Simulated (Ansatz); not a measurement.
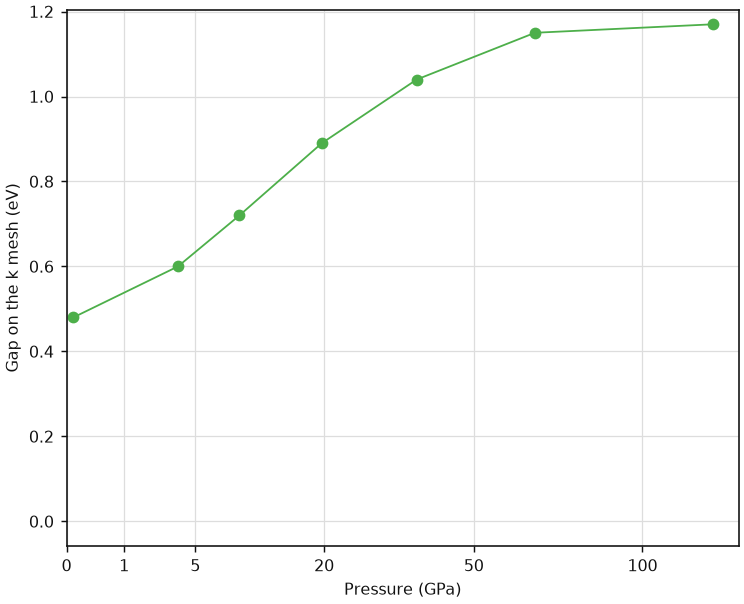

Smallest gap on the k mesh (the pressure axis goes as the square root).

System: zincblende CdSe, space group F-43m (No. 216), 2 atoms in the primitive cell; at the first point, cubic a = 6.082 Å, relaxed at zero pressure beforehand. The cell is squeezed uniformly and kept in this structure, whether or not it stays the stable one. Method: PBEsol, all-electron LAPW, no spin polarisation, no spin-orbit coupling, 11×11×11 k mesh (Ansatz 0.2.0).

How does the gap change along the series?

Answer. The gap grows from 0.48 eV at 0 GPa to 1.17 eV at 126 GPa.

| pressure | gap (eV) | V/V0 |
| --- | --- | --- |
| 0 GPa | 0.48 | 1.00 |
| 4 GPa | 0.60 | 0.94 |
| 9 GPa | 0.72 | 0.88 |
| 20 GPa | 0.89 | 0.80 |
| 37 GPa | 1.04 | 0.72 |
| 66 GPa | 1.15 | 0.64 |
| 126 GPa | 1.17 | 0.55 |

Spin-orbit coupling is left out, which matters for Se. LDA, GGA and most meta-GGA functionals understate gaps. The usual form of CdSe is wurtzite, though both occur. A mesh with an odd division misses points of the zone boundary, where band edges can lie.
